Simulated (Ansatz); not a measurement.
**HfB: density, localisation and related maps**

```xyz
8
Lattice="4.6200 0.0000 0.0000 0.0000 4.6200 0.0000 0.0000 0.0000 4.6200" Properties=species:S:1:pos:R:3 pbc="T T T"
Hf    2.3100    0.0000    0.0000
Hf    0.0000    2.3100    0.0000
Hf    0.0000    0.0000    2.3100
Hf    2.3100    2.3100    2.3100
B     0.0000    0.0000    0.0000
B     2.3100    2.3100    0.0000
B     2.3100    0.0000    2.3100
B     0.0000    2.3100    2.3100
```

Space group Fm-3m; computed pressure about 30 GPa in this cell; the program warned that no starting moments were given; spin-polarised, but the moments vanished.

Computed with DFT, PBE, PAW with Ansatz's default frozen-core files, scalar-relativistic (Ansatz).

Core electrons are frozen (PAW), and the valence fields are smoothed inside the atomic spheres.

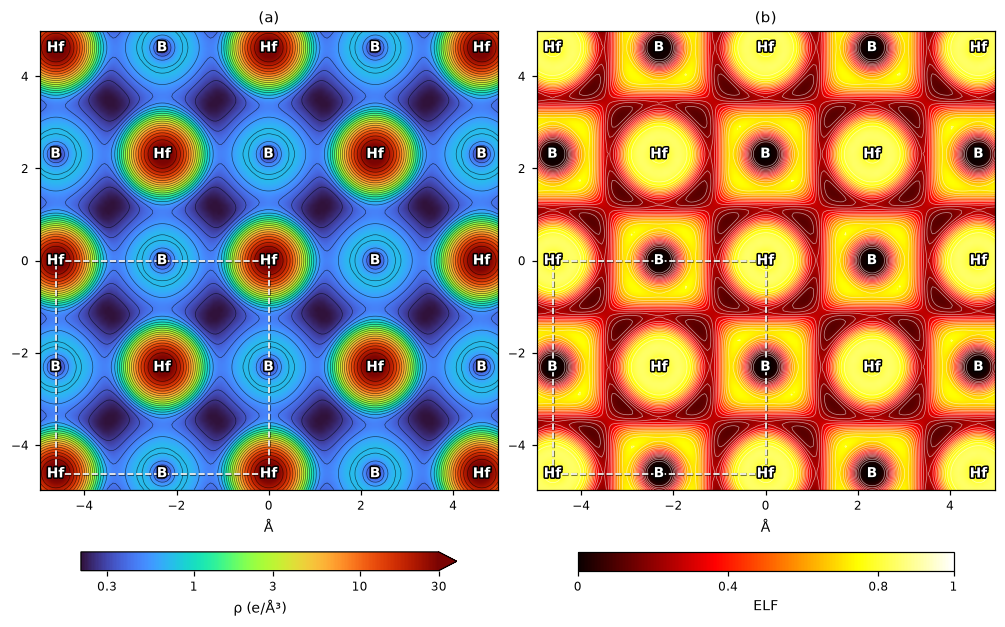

Figure 1. (a) valence charge density (pseudo); (b) electron localisation function on the (001) plane of the conventional cell.

Describe what can be read from this map.

Answer.
- The plane passes through Hf and B nuclei.
- Hf–B (2.31 Å): the density is about 0.51 e/Å³ at the midpoint; the ELF peaks at about 0.70 in the valence shell of B, 0.8 Å from its nucleus, and is about 0.25 at the midpoint.
- Between the atoms the lowest density in this plane is 0.21 e/Å³.
- The features right at Hf lie inside the PAW spheres, where the map follows smoothed inner orbitals and isn't to be read closely.

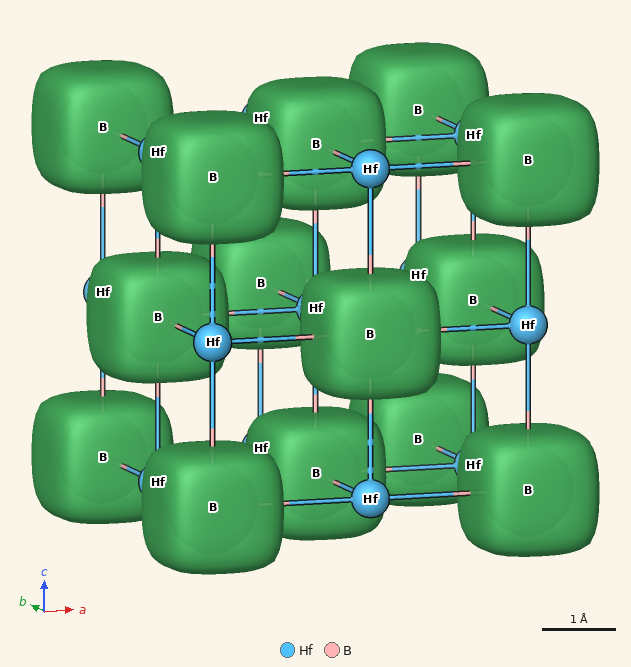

Figure 2. Isosurface of the electron localisation function at 0.65 (green), seen slightly off an axis. Only the valence region is drawn (cores and ρ < 0.01 e/Å³ removed). Sticks mark near contacts.

What do the ELF domains correspond to?

Answer. The surface consists of four regions wrapped around B (the valence shell of each), counted in one cell of 8 atoms. Regions shared between cells count once.

Metal or insulator at this level of theory?

Answer. It is gapless in this calculation (a metal or semimetal).
